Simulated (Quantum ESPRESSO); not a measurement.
# Run report: Y, relaxation of cell and atoms (part 1 of 3)

System: Y (2 atoms in the cell).
Method: Kohn-Sham DFT of a periodic cell, PBE, SSSP 1.3 efficiency PBE, no spin polarisation (Quantum ESPRESSO 7.5).

The structure derives from an entry of the Crystallography Open Database.

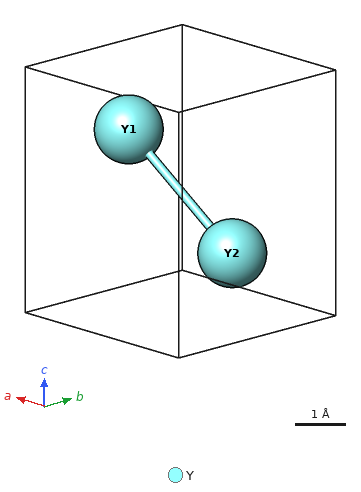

The structure (ball-and-stick view of the cell of the calculation, seen at an oblique angle; atoms are numbered from 1 in the order of the input). An atom can appear more than once, as a periodic image.

Key numbers:

```json
{"quantity": "outcome", "value": "converged"}
{"quantity": "space group (tolerance 0.01 Å)", "value": "P6₃/mmc (194)"}
{"quantity": "electrons treated", "value": "22"}
{"quantity": "free energy", "value": "−2379.4041 eV"}
{"quantity": "Fermi energy", "value": "15.195 eV"}
{"quantity": "gap on the k-point mesh", "value": "none (metallic)"}
{"quantity": "pressure", "value": "30.01 GPa"}
{"quantity": "final volume", "value": "43.61 Å³"}
{"quantity": "largest force (length of the vector) at the end", "value": "under 0.001 eV/Å"}
{"quantity": "final cell", "value": "a = 3.156 Å, b = 3.156 Å, c = 5.057 Å, α = 90.00°, β = 90.00°, γ = 120.00°"}
{"quantity": "hardware", "value": "1 thread of Arm Neoverse V1, 24 GiB of memory available, shared host"}
{"quantity": "wall time", "value": "4.8 min"}
{"quantity": "peak memory", "value": "0.36 GiB"}
```

Notes on the run: negative rho. The cell is under a pressure of 30 GPa at this level, so it is not at its equilibrium volume.

Input file:
```
&CONTROL
  calculation = 'vc-relax'
  prefix = 'pwscf'
  outdir = './tmp'
  pseudo_dir = './pseudo'
  tprnfor = .true.
  tstress = .true.
  disk_io = 'low'
  nstep = 40
  forc_conv_thr = 0.0004
  etot_conv_thr = 1d-05
/
&SYSTEM
  ibrav = 0
  nat = 2
  ntyp = 1
  ecutwfc = 63
  ecutrho = 506
  nbnd = 18
  occupations = 'smearing'
  smearing = 'fd'
  degauss = 0.00367493
/
&ELECTRONS
  conv_thr = 4d-10
  electron_maxstep = 120
  mixing_beta = 0.5
/
&IONS
  ion_dynamics = 'bfgs'
/
&CELL
  cell_dynamics = 'bfgs'
  press = 300
  press_conv_thr = 0.3
/
ATOMIC_SPECIES
Y     88.9058 Y_pbe_v1.uspp.F.UPF
CELL_PARAMETERS bohr
   6.8925870670    0.0000000000    0.0000000000
  -3.4462935335    5.9691554979    0.0000000000
   0.0000000000    0.0000000000   10.8292645298
ATOMIC_POSITIONS bohr
Y      3.4462935338    1.9897184991    8.1219483973
Y     -0.0000000003    3.9794369988    2.7073161324
K_POINTS automatic
8 8 5 0 0 0
```

Launched with:
```bash
OMP_NUM_THREADS=1 pw.x -in pw.in > pw.out
```

Output:
```
This program is part of the open-source Quantum ESPRESSO suite
     for quantum simulation of materials; please cite
         "P. Giannozzi et al., J. Phys.:Condens. Matter 21 395502 (2009);
         "P. Giannozzi et al., J. Phys.:Condens. Matter 29 465901 (2017);
         "P. Giannozzi et al., J. Chem. Phys. 152 154105 (2020);
          URL
     in publications or presentations arising from this work. More details at

     Message from routine setup:
     using ibrav=0 with symmetry is DISCOURAGED, use correct ibrav instead

     G-vector sticks info
     --------------------
     sticks:   dense  smooth     PW     G-vecs:    dense   smooth      PW
     Sum        1651     823    241                85619    30157    4721

     Using Slab Decomposition

     bravais-lattice index     =            0
     lattice parameter (alat)  =       6.8926  a.u.
     unit-cell volume          =     445.5476 (a.u.)^3
     number of atoms/cell      =            2
     number of atomic types    =            1
     number of electrons       =        22.00
     number of Kohn-Sham states=           18
     kinetic-energy cutoff     =      63.0000  Ry
     charge density cutoff     =     506.0000  Ry
     scf convergence threshold =      4.0E-10
     mixing beta               =       0.5000
     number of iterations used =            8  plain     mixing
     energy convergence thresh.=      1.0E-05
     force convergence thresh. =      4.0E-04
     press convergence thresh. =      3.0E-01
     Exchange-correlation= SLA  PW   PBE  PBE
                           (   1   4   3   4   0   0   0)
     nstep                     =           40

     celldm(1)=   6.892587  celldm(2)=   0.000000  celldm(3)=   0.000000
     celldm(4)=   0.000000  celldm(5)=   0.000000  celldm(6)=   0.000000

     crystal axes: (cart. coord. in units of alat)
               a(1) = (   1.000000   0.000000   0.000000 )
               a(2) = (  -0.500000   0.866025   0.000000 )
               a(3) = (   0.000000   0.000000   1.571147 )

     reciprocal axes: (cart. coord. in units 2 pi/alat)
               b(1) = (  1.000000  0.577350 -0.000000 )
               b(2) = (  0.000000  1.154701  0.000000 )
               b(3) = (  0.000000 -0.000000  0.636478 )

     PseudoPot. # 1 for Y  read from file:
     Y_pbe_v1.uspp.F.UPF
     Pseudo is Ultrasoft + core correction, Zval = 11.0
     Generated by new atomic code, or converted to UPF format
     Using radial grid of  885 points,  6 beta functions with:
                l(1) =   0
                l(2) =   0
                l(3) =   1
                l(4) =   1
                l(5) =   2
                l(6) =   2
     Q(r) pseudized with  6 coefficients,  rinner =    1.200   1.200   1.200
                                                       1.200   1.200

     atomic species   valence    mass     pseudopotential
     Y                11.00    88.90580     Y ( 1.00)

     24 Sym. Ops., with inversion, found (12 have fractional translation)

   Cartesian axes

     site n.     atom                  positions (alat units)
         1        Y      tau(   1) = (   0.5000000   0.2886751   1.1783599  )
         2        Y      tau(   2) = (  -0.0000000   0.5773503   0.3927866  )

     number of k points=    30  Fermi-Dirac smearing, width (Ry)=  0.0037
                       cart. coord. in units 2pi/alat
        k(    1) = (   0.0000000   0.0000000   0.0000000), wk =   0.0062500
        k(    2) = (   0.0000000   0.0000000   0.1272956), wk =   0.0125000
        k(    3) = (   0.0000000   0.0000000   0.2545911), wk =   0.0125000
        k(    4) = (   0.0000000   0.1443376   0.0000000), wk =   0.0375000
        k(    5) = (   0.0000000   0.1443376   0.1272956), wk =   0.0750000
        k(    6) = (   0.0000000   0.1443376   0.2545911), wk =   0.0750000
        k(    7) = (   0.0000000   0.2886751   0.0000000), wk =   0.0375000
        k(    8) = (   0.0000000   0.2886751   0.1272956), wk =   0.0750000
        k(    9) = (   0.0000000   0.2886751   0.2545911), wk =   0.0750000
        k(   10) = (   0.0000000   0.4330127   0.0000000), wk =   0.0375000
        k(   11) = (   0.0000000   0.4330127   0.1272956), wk =   0.0750000
        k(   12) = (   0.0000000   0.4330127   0.2545911), wk =   0.0750000
        k(   13) = (   0.0000000  -0.5773503   0.0000000), wk =   0.0187500
        k(   14) = (   0.0000000  -0.5773503   0.1272956), wk =   0.0375000
        k(   15) = (   0.0000000  -0.5773503   0.2545911), wk =   0.0375000
        k(   16) = (   0.1250000   0.2165064   0.0000000), wk =   0.0375000
        k(   17) = (   0.1250000   0.2165064   0.1272956), wk =   0.0750000
        k(   18) = (   0.1250000   0.2165064   0.2545911), wk =   0.0750000
        k(   19) = (   0.1250000   0.3608439   0.0000000), wk =   0.0750000
        k(   20) = (   0.1250000   0.3608439   0.1272956), wk =   0.1500000
        k(   21) = (   0.1250000   0.3608439   0.2545911), wk =   0.1500000
        k(   22) = (   0.1250000   0.5051815   0.0000000), wk =   0.0750000
        k(   23) = (   0.1250000   0.5051815   0.1272956), wk =   0.1500000
        k(   24) = (   0.1250000   0.5051815   0.2545911), wk =   0.1500000
        k(   25) = (   0.2500000   0.4330127   0.0000000), wk =   0.0375000
        k(   26) = (   0.2500000   0.4330127   0.1272956), wk =   0.0750000
        k(   27) = (   0.2500000   0.4330127   0.2545911), wk =   0.0750000
        k(   28) = (   0.2500000   0.5773503   0.0000000), wk =   0.0375000
        k(   29) = (   0.2500000   0.5773503   0.1272956), wk =   0.0750000
        k(   30) = (   0.2500000   0.5773503   0.2545911), wk =   0.0750000

     Dense  grid:    85619 G-vectors     FFT dimensions: (  50,  50,  80)

     Smooth grid:    30157 G-vectors     FFT dimensions: (  36,  36,  60)

     Check: negative core charge=   -0.000003

     Initial potential from superposition of free atoms

     starting charge      21.9911, renormalised to      22.0000

     negative rho (up, down):  8.697E-02 0.000E+00
     Starting wfcs are   26 randomized atomic wfcs

     Self-consistent Calculation

     iteration #  1     ecut=    63.00 Ry     beta= 0.50
     Davidson diagonalization with overlap
     ethr =  1.00E-02,  avg # of iterations =  2.0

     Threshold (ethr) on eigenvalues was too large:
     Diagonalizing with lowered threshold

     Davidson diagonalization with overlap
     ethr =  4.08E-05,  avg # of iterations =  4.1

     negative rho (up, down):  8.667E-02 0.000E+00

     total energy              =    -174.99674169 Ry
     estimated scf accuracy    <       0.01291848 Ry

     iteration #  2     ecut=    63.00 Ry     beta= 0.50
     Davidson diagonalization with overlap
     ethr =  5.87E-05,  avg # of iterations =  1.8

     negative rho (up, down):  8.685E-02 0.000E+00

     total energy              =    -174.99771990 Ry
     estimated scf accuracy    <       0.00156226 Ry

     iteration #  3     ecut=    63.00 Ry     beta= 0.50
     Davidson diagonalization with overlap
     ethr =  7.10E-06,  avg # of iterations =  2.4

     negative rho (up, down):  8.697E-02 0.000E+00

     total energy              =    -174.99789799 Ry
     estimated scf accuracy    <       0.00011026 Ry

     iteration #  4     ecut=    63.00 Ry     beta= 0.50
     Davidson diagonalization with overlap
     ethr =  5.01E-07,  avg # of iterations =  2.4

     negative rho (up, down):  8.687E-02 0.000E+00

     total energy              =    -174.99790910 Ry
     estimated scf accuracy    <       0.00000111 Ry

     iteration #  5     ecut=    63.00 Ry     beta= 0.50
     Davidson diagonalization with overlap
     ethr =  5.06E-09,  avg # of iterations =  4.0

     negative rho (up, down):  8.686E-02 0.000E+00

     total energy              =    -174.99791040 Ry
     estimated scf accuracy    <       0.00000041 Ry

     iteration #  6     ecut=    63.00 Ry     beta= 0.50
     Davidson diagonalization with overlap
     ethr =  1.88E-09,  avg # of iterations =  1.0

     negative rho (up, down):  8.681E-02 0.000E+00

     total energy              =    -174.99791027 Ry
     estimated scf accuracy    <       0.00000025 Ry

     iteration #  7     ecut=    63.00 Ry     beta= 0.50
     Davidson diagonalization with overlap
     ethr =  1.16E-09,  avg # of iterations =  2.0

     negative rho (up, down):  8.681E-02 0.000E+00

     total energy              =    -174.99791033 Ry
     estimated scf accuracy    <       0.00000002 Ry

     iteration #  8     ecut=    63.00 Ry     beta= 0.50
     Davidson diagonalization with overlap
     ethr =  7.38E-11,  avg # of iterations =  2.0

     negative rho (up, down):  8.681E-02 0.000E+00

     total energy              =    -174.99791033 Ry
     estimated scf accuracy    <          6.2E-10 Ry

     iteration #  9     ecut=    63.00 Ry     beta= 0.50
     Davidson diagonalization with overlap
     ethr =  2.83E-12,  avg # of iterations =  2.4

     negative rho (up, down):  8.681E-02 0.000E+00

     End of self-consistent calculation

          k = 0.0000 0.0000 0.0000 (  3765 PWs)   bands (ev):

   -33.1973 -33.1256 -13.4764 -13.0108 -13.0108 -12.9236 -12.9236 -12.8917
     4.8371   7.6402  10.3329  11.2299  11.2299  11.5177  11.8283  11.8283
    12.2681  12.2681

          k = 0.0000 0.0000 0.1273 (  3741 PWs)   bands (ev):

   -33.1905 -33.1325 -13.4234 -13.0025 -13.0025 -12.9506 -12.9320 -12.9320
     5.0931   7.4320  10.1629  11.1166  11.1166  11.2721  11.6262  11.6262
    12.6572  12.6572

          k = 0.0000 0.0000 0.2546 (  3748 PWs)   bands (ev):

   -33.1727 -33.1505 -13.2819 -13.1015 -12.9808 -12.9808 -12.9539 -12.9539
     5.7955   6.7206  10.2132  10.7061  11.0814  11.0814  11.2799  11.2799
    13.4231  13.4231

          k = 0.0000 0.1443 0.0000 (  3763 PWs)   bands (ev):

   -33.1898 -33.1230 -13.4496 -13.0646 -13.0289 -12.9798 -12.9308 -12.9044
     5.1607   7.9399  10.0210  10.6074  11.4877  11.5352  11.8938  11.9629
    11.9837  12.1152

          k = 0.0000 0.1443 0.1273 (  3760 PWs)   bands (ev):

   -33.1835 -33.1294 -13.4041 -13.0528 -13.0196 -13.0156 -12.9402 -12.9304
     5.4056   7.7308   9.8378  10.6429  11.2672  11.3485  11.4706  11.8503
    12.5228  12.5910

          k = 0.0000 0.1443 0.2546 (  3759 PWs)   bands (ev):

   -33.1669 -33.1462 -13.2837 -13.1331 -13.0184 -12.9952 -12.9752 -12.9649
     6.0831   6.9977   9.9571  10.5122  10.8622  11.1736  11.3012  11.5081
    13.3266  13.3990

          k = 0.0000 0.2887 0.0000 (  3773 PWs)   bands (ev):

   -33.1709 -33.1175 -13.3773 -13.1953 -13.1094 -13.0704 -12.9500 -12.9425
     6.0338   8.5561   9.3898   9.8596  10.9927  11.3571  11.4796  12.4125
    12.6610  12.9169

          k = 0.0000 0.2887 0.1273 (  3772 PWs)   bands (ev):

   -33.1658 -33.1227 -13.3641 -13.1713 -13.1371 -13.0590 -12.9617 -12.9534
     6.2355   8.3640   9.2776   9.9420  10.8885  11.2406  11.5234  12.4430
    12.8776  12.8985

          k = 0.0000 0.2887 0.2546 (  3765 PWs)   bands (ev):

   -33.1525 -33.1360 -13.3164 -13.2371 -13.0760 -13.0292 -12.9988 -12.9920
     6.8041   7.6166   9.5627   9.9915  10.6126  10.9224  11.7192  12.0891
    13.3905  13.5001

          k = 0.0000 0.4330 0.0000 (  3765 PWs)   bands (ev):

   -33.1495 -33.1145 -13.3265 -13.2847 -13.2317 -13.1096 -13.0006 -12.9709
     7.1418   8.5779   8.8679   9.5087  10.9893  11.0969  11.2082  13.6993
    13.7192  13.9972

          k = 0.0000 0.4330 0.1273 (  3766 PWs)   bands (ev):

   -33.1462 -33.1178 -13.3804 -13.2807 -13.1875 -13.0966 -12.9935 -12.9844
     7.2254   8.4391   8.9838   9.5819  10.8027  11.1898  11.2838  13.4887
    13.7132  13.8674

          k = 0.0000 0.4330 0.2546 (  3755 PWs)   bands (ev):

   -33.1374 -33.1266 -13.3948 -13.3522 -13.0816 -13.0622 -13.0194 -13.0111
     7.5060   7.9753   9.3813   9.6863  10.6601  10.8548  11.8224  12.6334
    13.9440  14.0740

          k = 0.0000-0.5774 0.0000 (  3752 PWs)   bands (ev):

   -33.1387 -33.1152 -13.3807 -13.2806 -13.2300 -13.1254 -13.0410 -12.9799
     7.8257   8.3090   8.6733   9.3680  10.8617  10.9590  11.5269  14.4801
    14.8255  14.9368

          k = 0.0000-0.5774 0.1273 (  3766 PWs)   bands (ev):

   -33.1364 -33.1174 -13.4164 -13.3263 -13.1655 -13.1118 -13.0215 -12.9940
     7.7097   8.2815   9.0494   9.2558  10.9651  11.1719  11.2707  13.9992
    14.5646  14.7988

          k = 0.0000-0.5774 0.2546 (  3778 PWs)   bands (ev):

   -33.1305 -33.1233 -13.4361 -13.3998 -13.0758 -13.0715 -13.0308 -13.0183
     7.7330   8.0135   9.4065   9.5468  10.8546  10.9355  11.7951  12.7793
    14.6312  14.7258

          k = 0.1250 0.2165 0.0000 (  3759 PWs)   bands (ev):

   -33.1766 -33.1190 -13.3998 -13.1389 -13.1085 -13.0288 -12.9560 -12.9300
     5.7642   8.4410   9.5798   9.9896  11.0890  11.3172  11.7720  12.1722
    12.2642  12.7968

          k = 0.1250 0.2165 0.1273 (  3776 PWs)   bands (ev):

   -33.1711 -33.1245 -13.3729 -13.1243 -13.1156 -13.0439 -12.9667 -12.9413
     5.9834   8.2363   9.4204  10.0708  11.0388  11.2227  11.5547  12.1888
    12.5525  12.9471

          k = 0.1250 0.2165 0.2546 (  3764 PWs)   bands (ev):

   -33.1568 -33.1390 -13.2992 -13.2013 -13.0590 -13.0355 -12.9923 -12.9816
     6.5981   7.4655   9.6596  10.1360  10.6346  10.9419  11.6314  11.8833
    13.2225  13.5863

          k = 0.1250 0.3608 0.0000 (  3765 PWs)   bands (ev):

   -33.1562 -33.1149 -13.3157 -13.2597 -13.2047 -13.0943 -12.9907 -12.9798
     6.7943   8.8756   9.0722   9.4686  10.8522  10.9567  11.3479  12.8994
    13.2904  13.8910

          k = 0.1250 0.3608 0.1273 (  3765 PWs)   bands (ev):

   -33.1523 -33.1189 -13.3498 -13.2468 -13.1728 -13.0993 -13.0063 -12.9696
     6.9457   8.6755   9.0957   9.5781  10.6742  11.1111  11.2484  12.7838
    13.4916  13.7023

          k = 0.1250 0.3608 0.2546 (  3763 PWs)   bands (ev):

   -33.1420 -33.1292 -13.3517 -13.3051 -13.0990 -13.0736 -13.0279 -12.9869
     7.3804   8.0225   9.4660   9.7335  10.4514  10.6760  11.7163  12.3454
    13.7562  13.8243

          k = 0.1250 0.5052 0.0000 (  3772 PWs)   bands (ev):

   -33.1387 -33.1151 -13.3520 -13.2585 -13.2310 -13.1466 -13.0399 -13.0128
     7.8175   8.6166   8.7568   9.3049  10.7304  10.9312  11.4661  13.8625
    14.2872  14.7528

          k = 0.1250 0.5052 0.1273 (  3761 PWs)   bands (ev):

   -33.1365 -33.1174 -13.3875 -13.3063 -13.1830 -13.1178 -13.0433 -13.0010
     7.7968   8.5343   8.9895   9.3746  10.6791  10.8180  11.4974  13.6074
    14.0610  14.5201

          k = 0.1250 0.5052 0.2546 (  3770 PWs)   bands (ev):
```
